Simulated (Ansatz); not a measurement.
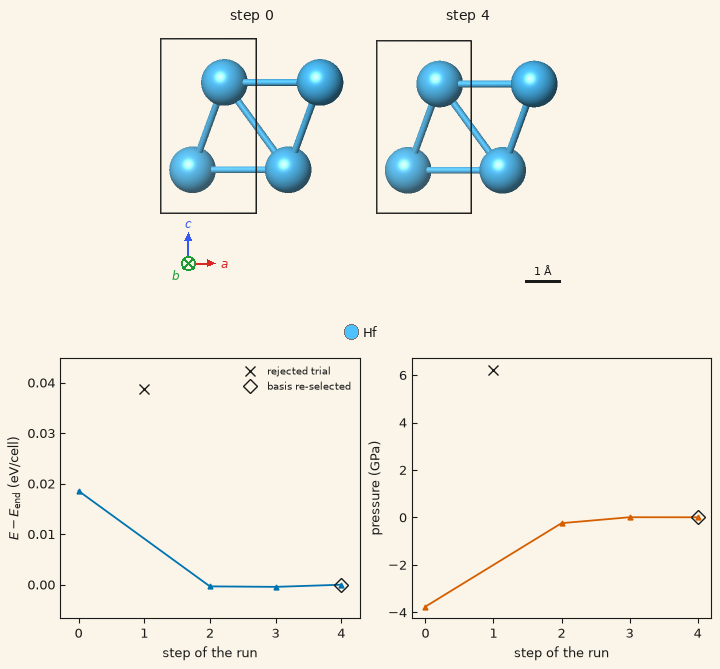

First and last geometry of a relaxation of a crystal of Hf (set up in P6_3/mmc), with the history of the run. A ball-and-stick model of the cell of the calculation, repeated 2 × 1 × 1 with one cell outlined, seen along the b axis.

Method: DFT PBEsol, scalar-relativistic, plane waves, PAW (Ansatz 0.2.0). (plane-wave cutoff 420 eV; k-point mesh 15 × 15 × 8; occupations gaussian; smearing width 0.1 eV; no spin polarisation; cell and atoms relaxed; force threshold 0.005 eV/Å; at most 80 steps)

Read the history and describe the run.

Answer. It converged. After 2 accepted moves (4 points after the start) the energy has fallen by 18.6 meV per cell of the calculation. All forces vanish by symmetry, so only the cell relaxes. The pressure goes from −3.76 to 0.01 GPa. The line search rejected the trial step at point 1 of the run. The SCF was repeated once at an unchanged geometry on a basis and grid sized afresh for the cell, which shifted the energy by 0.4 meV per cell of the calculation at most. The atoms keep their places relative to the cell (all moves are under 0.005 Å). The volume changes by −3.5 %, with a = b 3.197 → 3.160 Å (−1.1 %), c 5.058 → 4.996 Å (−1.2 %). Some distances before and after: Hf–Hf 3.131 → 3.093 Å, Hf–Hf 3.197 → 3.160 Å. The space group stays P6_3/mmc (No. 194).

| step | E − E(0), meV/atom | pressure, GPa | volume, Å³/atom | note |
| --- | --- | --- | --- | --- |
| 0 | 0.00 | -3.76 | 22.380 |  |
| 1 | 10.06 | 6.23 | 20.548 | rejected |
| 2 | -9.45 | -0.24 | 21.654 |  |
| 3 | -9.50 | 0.01 | 21.607 |  |
| 4 | -9.29 | 0.01 | 21.607 | same geometry, new basis |
